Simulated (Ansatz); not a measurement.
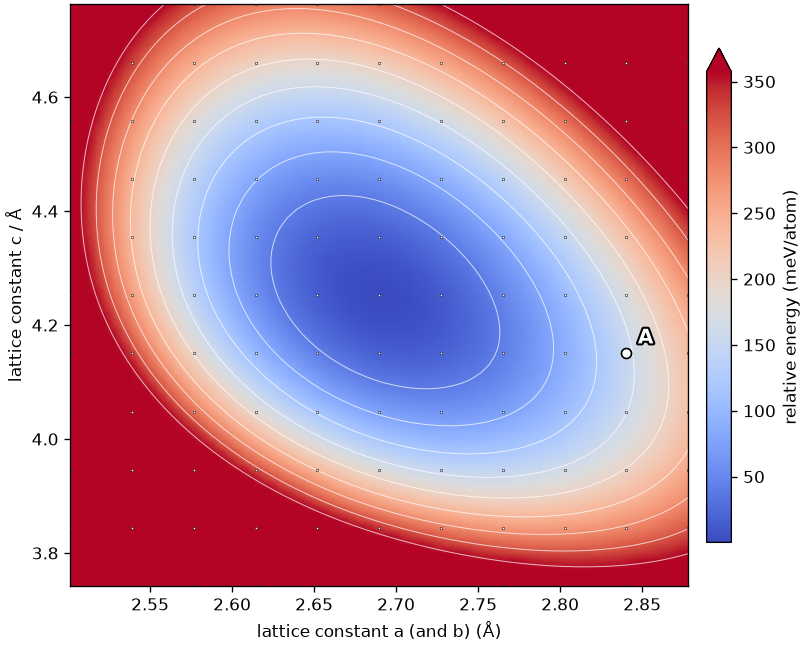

Ru (P6_3/mmc, No. 194; 2 atoms in the cell). The energy is mapped over the lattice constants a and c of the conventional cell. Coordinates scanned: (1) lattice constant a (and b); (2) lattice constant c. Nothing is relaxed (symmetry fixes all fractional coordinates). The scan uses an 11 × 11 grid. Points are written as (first, second). Energies are in meV/atom, from the lowest grid point. The calculation used DFT PBEsol, scalar-relativistic, plane waves, PAW in Ansatz 0.2.0. Settings: cutoff 420 eV, k-mesh 18×18×10 in the order of the run's cell vectors, gaussian smearing 0.15 eV, no spin polarisation.

Drawn: a smooth colour map with a few white contour lines, dots at the grid points, one colour for all values above the top of the scale, the point A. Between grid points the surface is interpolated.

Is A at rest? If not, where is it pushed?

Answer. A, at (2.840 Å, 4.150 Å), is not a stationary point. The computed force is 1900 meV/atom for each Å towards smaller values of lattice constant a (and b) and 97.6 meV/atom for each Å towards smaller values of lattice constant c.

PAW datasets: the set soft_1.
